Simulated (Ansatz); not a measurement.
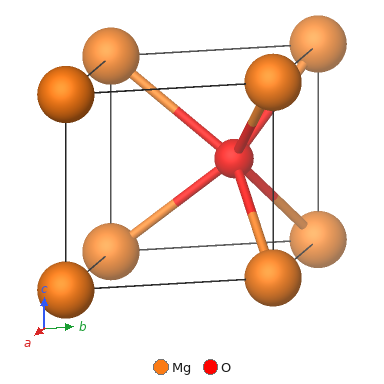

System: MgO, space group P-6m2 (No. 187). The picture shows the conventional cell.

Starting cell:
```cif
data_structure
_symmetry_space_group_name_H-M 'P 1'
_symmetry_Int_Tables_number 1
_cell_length_a 2.9380
_cell_length_b 2.9380
_cell_length_c 2.6797
_cell_angle_alpha 90.000
_cell_angle_beta 90.000
_cell_angle_gamma 120.000
_cell_volume 20.03
loop_
_atom_site_label
_atom_site_type_symbol
_atom_site_fract_x
_atom_site_fract_y
_atom_site_fract_z
_atom_site_occupancy
Mg1 Mg 0.00000 0.00000 0.00000 1
O1 O 0.33333 0.66667 0.50000 1
```

How it was computed, with Ansatz 0.2.0: all-electron LAPW DFT, no spin polarisation; energies at scaled volumes of the given cell, shape and fractions fixed, counted from the fit's minimum, third-order Birch-Murnaghan fit. Level: PBE.

- k mesh: 10×10×10
- occupations: Fermi–Dirac
- smearing width: 0.05 eV
- potentials: all electron LAPW, scalar relativistic
- program settings: basis error eV/atom 0.0005

Describe the result: the energy and pressure against volume. The volume takes the values 9.41, 9.62, 9.82, 10.02, 10.22, 10.42, 10.62 Å³/atom.

A third-order Birch–Murnaghan fit gives V0 = 10.02 Å³/atom, B0 = 138 GPa and B′ = 4.1. The energy is 17.36 meV/atom at volume 9.41 Å³/atom and 13.91 meV/atom at 10.62 Å³/atom; the lowest computed point is at volume 10.02 Å³/atom (0.00 meV/atom), in a single well. The pressure falls from 9.72 GPa at volume 9.41 Å³/atom to −7.09 GPa at 10.62 Å³/atom, and changes sign near 10.02 Å³/atom.

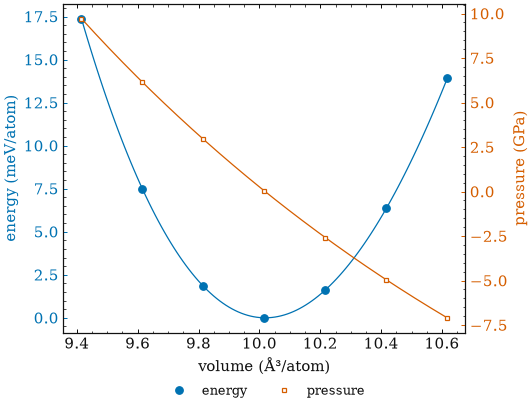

Limits of the calculation: shape and atomic fractions are frozen while scaling, which makes layered, chain and framework solids too stiff.
